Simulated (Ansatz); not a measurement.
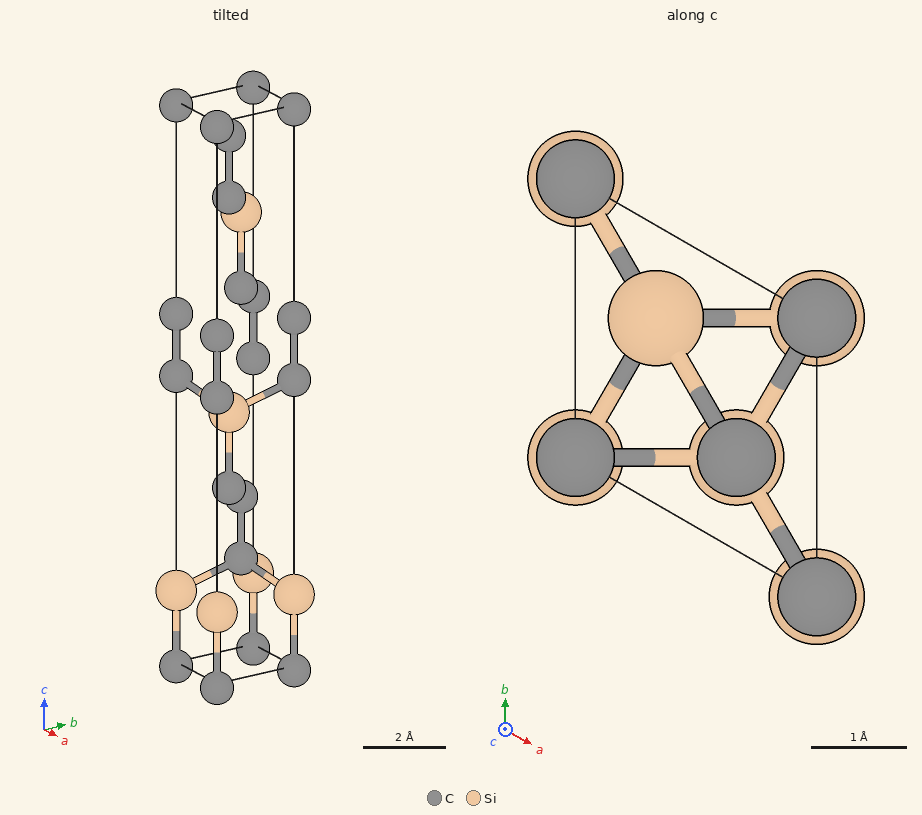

The crystal in a ball-and-stick representation, seen slightly off an axis and along the c axis. The frame is the conventional unit cell; atoms at its boundary are shown with their periodic copies.

SiC$_{3}$, space group R3m (No. 160), a = 2.934 Å, b = 2.934 Å, c = 14.010 Å, α = 90.00°, β = 90.00°, γ = 120.00°. The structure was taken from a structure type filled with these elements by a generator (whether the compound takes this form wasn't checked). The cell was then strained or its atoms displaced on purpose. Ansatz was used for an electronic-structure calculation on it.

This one geometry was computed with Ansatz (DFT, plane waves, PAW) at three levels of theory: r2SCAN, HSE06 and PBE. It was relaxed with r2SCAN and then strained.

Q: Which level gives the highest pressure at this volume, and what does that say about its equilibrium volume?

A: Highest: PBE (-12.5 GPa), which points to the largest equilibrium volume. Lowest, with the smallest volume: HSE06 (-19.2 GPa). Levels within 0.5 GPa of each other can't be told apart.

Q: How does the band gap change with the level of theory?

A: PBE: a gap of 1.83 eV, indirect; r2SCAN: a gap of 2.07 eV, indirect; HSE06: a gap of 2.76 eV, indirect.

Q: Collect the results in a table.

A:
| level | cutoff (eV) | k-mesh of the run's cell | gap (eV) | pressure (GPa) |
| --- | --- | --- | --- | --- |
| r2SCAN | 500 | 10×10×10 | 2.07 | -15.9 |
| HSE06 | 420 | 8×8×8 | 2.76 | -19.2 |
| PBE | 420 | 10×10×10 | 1.83 | -12.5 |

Gaps are taken on the k-mesh or band path of each run.
